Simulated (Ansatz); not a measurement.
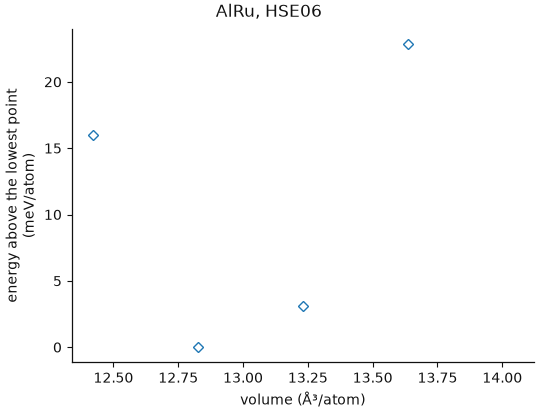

Plotted: energy above the lowest point against volume for AlRu, space group Pm-3m (No. 221) (one of a set of cubic test structures, which need not be the stable phase).

Calculation (Ansatz 0.2.0 development build): equation of state of a cubic crystal from periodic Kohn-Sham density functional theory without spin, third-order Birch-Murnaghan fit to the free energies; pressure corrected for the finite basis. Level: HSE06.

- structure type: CsCl
- atoms in cell: 2
- space group number: 221
- lattice centring: simple cubic
- k mesh: 4×4×4
- occupation method: Fermi–Dirac
- occupation width: 0.1 eV
- wave cutoff: 420 eV
- datasets: soft-1 PAW
- density tolerance: 1e−07 eV
- bands: 14
- density cutoff ratio: 4
- search for lower states: default
- exchange singularity: Wigner-Seitz

The point at volume 14.040 Å³/atom is left out of the plot. What does the calculation give there?

```
volume (Å³/atom)  energy above the lowest point (meV/atom)
          14.040                                      56.4
```

Keep in mind: coarse k-mesh, values are not converged in k.
